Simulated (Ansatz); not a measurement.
# GaN (F-43m): band gap under exact exchange from a Python script

How does exact exchange change the gap of GaN (F-43m)? A script is to give the band gap under exact exchange; the system is GaN (F-43m).

All numbers are computed with Ansatz 0.2.0, driven from Python. The levels of theory stand in the script.

**1. The structure**

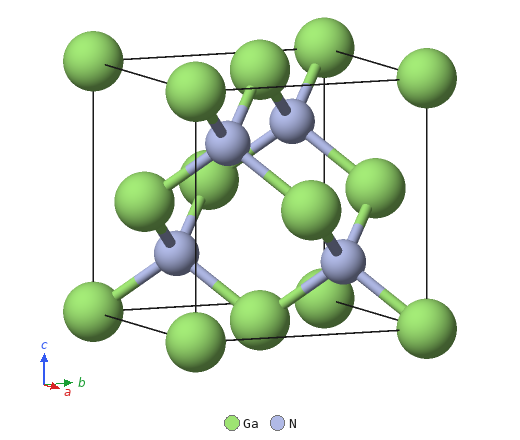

The structure that the script starts from, seen slightly off an axis (gallium green, nitrogen light blue). The cell is the conventional one. Atoms on cell faces are repeated.

The script holds or builds the structure itself.

**2. The code**

Input file gan.py:

```python
# -*- coding: utf-8 -*-
"""Band gap of GaN from semilocal and hybrid functionals."""

import warnings

import ansatz as az
import numpy as np


def count_gap(report):
    # lowest empty less highest filled band, counting bands; zero where they overlap
    return max(report.get("gap_by_band_count_ev") or 0.0, 0.0)


def main():
    warnings.simplefilter("ignore", az.DeckWarning)

    cell = (
        az.Lattice.of([0.0, 2.253501, 2.253501], [2.253501, 0.0, 2.253501], [2.253501, 2.253501, 0.0])
        .atom("Ga", [0.0, 0.0, 0.0])
        .atom("N", [0.75, 0.75, 0.75])
    )

    calculation = cell.calculation().kpoints(spacing=0.47).occupations("fermi_dirac").band_table()
    rows = []
    for value in ["pbe", "hse06", "r2scanh"]:
        report = calculation.functional(value).run(threads=1, pin="off").report
        width = report["fermi_energy_ev"] - min(e for e in report["eigenvalues_ev"][0] if e > report["fermi_energy_ev"] - 10)
        rows.append((value, count_gap(report), width, report.get("hybrid", {}).get("n_outer", 0), report["n_iterations"]))
    for row in rows:
        print("; ".join(f"{name} = {round(v, 4) if isinstance(v, float) else v}" for name, v in zip(["functional", "gap by band count eV", "E_F less lowest level within 10 eV (first k)", "exchange loops", "iterations"], row)))


if __name__ == "__main__":
    main()
```

**3. The input behind the calls**

The package turns the script's settings into the engine's input (first run):

```yaml
crystal:
  lattice:
    - [0.0, 2.253501, 2.253501]
    - [2.253501, 0.0, 2.253501]
    - [2.253501, 2.253501, 0.0]
  atoms:
    - { symbol: Ga, position: [0.0, 0.0, 0.0] }
    - { symbol: "N", position: [0.75, 0.75, 0.75] }
kpoints:
  mp_grid:
    kspacing: 0.47
hamiltonian:
  xc: pbe
scf:
  occupations:
    method: fermi_dirac
output:
  eigenvalues: true
```

**4. Running it**

Command:

```bash
python gan.py
```

What it wrote:

```text
functional = pbe; gap by band count eV = 1.7149; E_F less lowest level within 10 eV (first k) = 0.9303; exchange loops = 0; iterations = 6
functional = hse06; gap by band count eV = 2.9603; E_F less lowest level within 10 eV (first k) = 1.5501; exchange loops = 2; iterations = 11
functional = r2scanh; gap by band count eV = 2.839; E_F less lowest level within 10 eV (first k) = 1.4898; exchange loops = 2; iterations = 13
```

It took 49 s on 1 thread of Arm Neoverse N1, shared host; peak memory 1.2 GiB.

**5. Inputs of later runs**

The engine's inputs for the other runs:

Run 2, against run 1:

```diff
@@ -13 +13 @@
-  xc: pbe
+  xc: hse06
```

Run 3, against run 1:

```diff
@@ -13 +13 @@
-  xc: pbe
+  xc: r2scanh
```

**6. What each run gave**

From the records of these 3 runs:

| run | functional | energy (eV/atom) | SCF cycles | CPU time (s) |
| --- | --- | --- | --- | --- |
| 1 | pbe | -2083.9468 | 6 | 1 |
| 2 | hse06 | -2084.1942 | 11 | 16 |
| 3 | r2scanh | -2087.9042 | 13 | 26 |

Totals under unlike functionals or potentials can't be compared directly.

**7. Outcome**

| quantity | value |
| --- | --- |
| runs compared | 3 |

What this shows: PBE gives 1.71 eV, HSE06 gives 2.96 eV and r2SCANh gives 2.84 eV. The widest is 1.25 eV above the narrowest. Caveats:
- This cell is a computed structure, which may not be the phase found in nature.
- Gaps are read on a coarse mesh, so the true band edges can lie between its points.
